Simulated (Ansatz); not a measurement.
A series of calculations on Ti

**1. Relaxation**

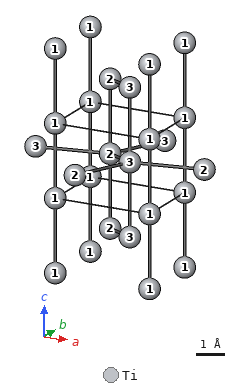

This is the input geometry for a relaxation of crystalline Ti (set up in P-3m1). A ball-and-stick model of the cell of the calculation, seen slightly off an axis.

Case: strained and moved within a subgroup, then relaxed.

Method: DFT PBE, scalar-relativistic, plane waves, PAW (Ansatz 0.2.0).

Input file:
```yaml
crystal:
  lattice:
    - [4.9145409915, 0.0, 0.0]
    - [-2.4572704957, 4.2561173466, 0.0]
    - [0.0, 0.0, 2.7867051127]
  atoms:
    - { symbol: Ti, position: [0.0, 0.0, 0.0] }
    - { symbol: Ti, position: [0.3333333333, 0.6666666667, 0.4739991716] }
    - { symbol: Ti, position: [0.6666666667, 0.3333333333, 0.5260008284] }
basis:
  ecutwfc: 420
kpoints:
  mp_grid: { grid: [9, 9, 14] }
hamiltonian:
  xc: pbe
scf:
  occupations: { method: gaussian, width: 0.1 }
output:
  forces: true
  stress: true
  eigenvalues: true
relax:
  adjacent_minimum: "off"
  f_tol: 0.02
  max_steps: 40
```

Command:
```bash
ansatz run input.yaml --threads 1 --pin off --max-ram 1331MiB --backend cpu --events-out ev --progress --plain --runs-dir out
```

Q: Predict the outcome.

A: After 1 accepted move (2 points after the start) the energy has fallen by 5.2 meV per atom. Largest force component: 0.21 eV/Å at the start, 0.0051 eV/Å at the end. The line search rejected the trial step at point 1 of the run. The largest moves, 0.071 Å, are those of Ti2 and Ti3. Ti2 goes along +c. The cell stays as it was. Some distances before and after: Ti1–Ti2 3.194 → 3.162 Å, Ti1–Ti2 (another image) 3.130 → 3.160 Å. Among the angles between lasting bonds that change: Ti2–Ti3–Ti3 87.1° → 89.9°, Ti2–Ti3–Ti3 92.9° → 90.1°. The space group (tolerance 0.01 Å) goes from P-3m1 (No. 164) to P6/mmm (No. 191).

The end point in the same view:

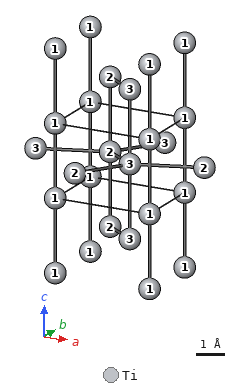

**2. A change**

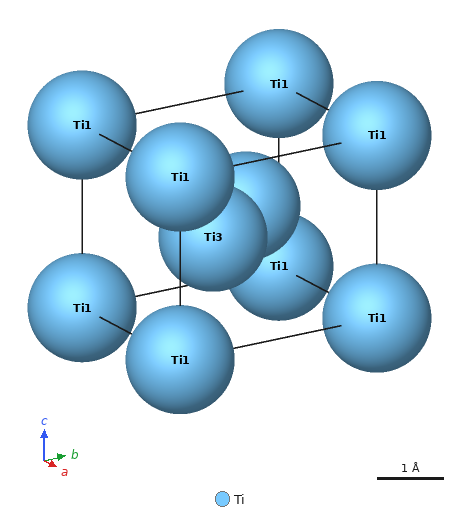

This is a crystal of Ti (set up in P6/mmm) in its unrelaxed database cell. Style: spheres-only. Shown: the cell of the calculation, slightly off an axis.

Method: DFT PBE, scalar-relativistic, plane waves, PAW (Ansatz). Set-up: plane-wave cutoff 420 eV; k-point mesh 12 × 12 × 14; occupations gaussian; smearing width 0.1 eV; no spin polarisation.

Change: The cell is strained by +1.2 % along c and −0.3 % across it (volume +0.6 %), the atoms keeping their fractional coordinates. No relaxation follows.

**What does the calculation give for the changed structure?**

Energy change: +1.4 meV per atom. Pressure: 0.8 GPa before, 0.1 GPa after. The principal stresses (compression positive) are −1.8 GPa along c and 1.1 GPa across it. All forces vanish by symmetry. Near-neighbour distances before and after: Ti–Ti 2.826 → 2.860 Å, Ti–Ti 2.637 → 2.629 Å. The space group stays P6/mmm (No. 191).

**3. A change**

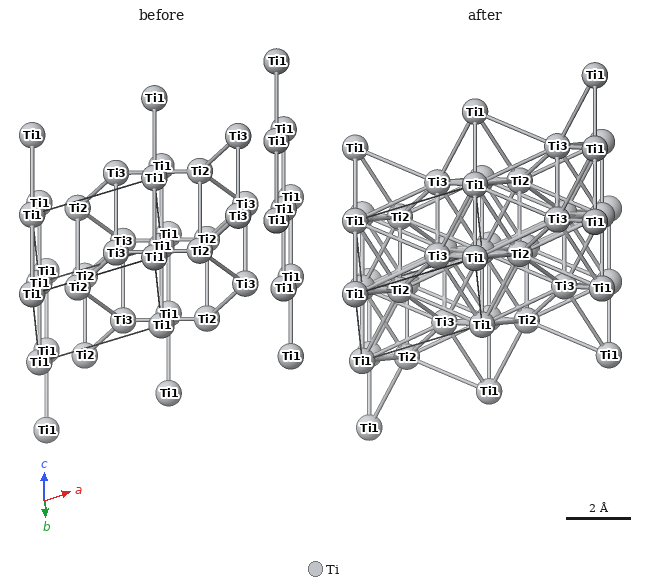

Left: a symmetric starting cell of Ti. Right: the same structure after one change, at the same scale. The picture is a ball-and-stick view of the cell of the calculation, repeated 2 × 2 × 2 with one cell outlined, seen from a free direction.

All numbers below come from DFT r2SCAN, scalar-relativistic, plane waves, PAW in Ansatz. Settings: plane-wave cutoff 500 eV; k-point mesh 12 × 12 × 14; occupations gaussian; smearing width 0.1 eV; no spin polarisation.

Q: Which change leads from the left to the right?

A: The cell is strained by −7.9 % along c and −1.9 % across it (volume −11.3 %), the atoms keeping their fractional coordinates. No relaxation follows. The starting cell wasn't computed here and needn't be at equilibrium, so pressure and forces aren't due to the change alone.

Q: What does the change do?

A: Near-neighbour distances before and after: Ti–Ti 2.826 → 2.603 Å, Ti–Ti 2.992 → 2.896 Å, Ti–Ti 2.637 → 2.587 Å. The space group stays P6/mmm (No. 191). The pressure is 18.2 GPa (not all of it need come from the change, since the unchanged cell can be under pressure at this level too). The principal stresses (compression positive) are 30.0 GPa along c and 12.3 GPa across it. All forces vanish by symmetry.

**4. Distortion**

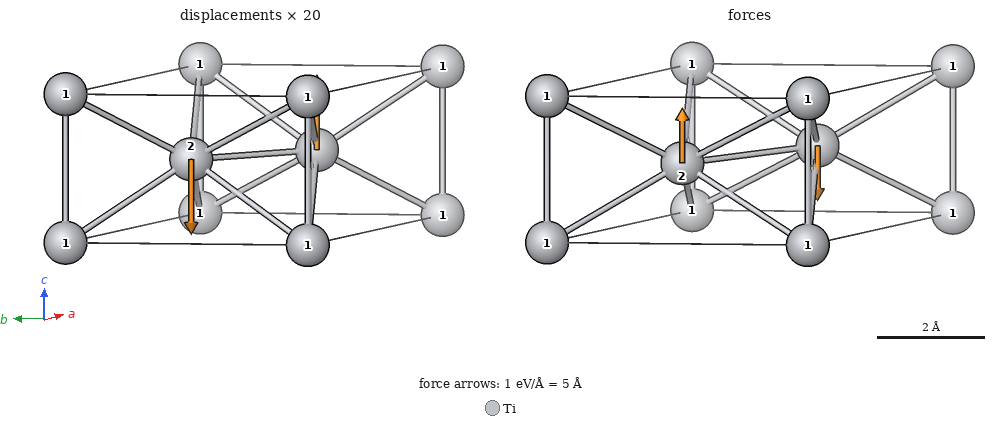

Left: crystalline Ti (set up in P6/mmm) in its unrelaxed database cell, with orange arrows for the displacements applied to it (without the part that the change of the cell carries along). Right: the displaced structure with the computed forces. Besides, the cell is strained by −1.4 % along c and +7.6 % across it (volume +14.2 %). Style: ball-and-stick. Shown: the cell of the calculation, from a free direction.

Level of theory: Ansatz 0.2.0, DFT PBE, scalar-relativistic, plane waves, PAW. Set-up: plane-wave cutoff 420 eV; occupations gaussian; smearing width 0.1 eV; no spin polarisation. The k-mesh is chosen for each cell (12×12×14, 9×9×14).

> Where do the forces point?

Atoms are displaced by 0.07 Å relative to the cell. No relaxation follows. It costs 136 meV per atom. (The two runs use different k-meshes.) The pressure goes from 0.8 to −10.5 GPa. The principal stresses (compression positive) are −2.8 GPa along c and −14.4 GPa across it. The largest forces, 0.21 eV/Å, act on 2 Ti atoms of the calculation's cell. The forces point straight back along the displacements (cosine −1.00). Among the bonded contacts that change: Ti–Ti 2.637 → 2.841 Å, Ti–Ti 2.992 → 3.130 to 3.194 Å, Ti–Ti 2.826 → 2.787 Å. The space group (tolerance 0.01 Å) goes from P6/mmm (No. 191) to P-3m1 (No. 164).
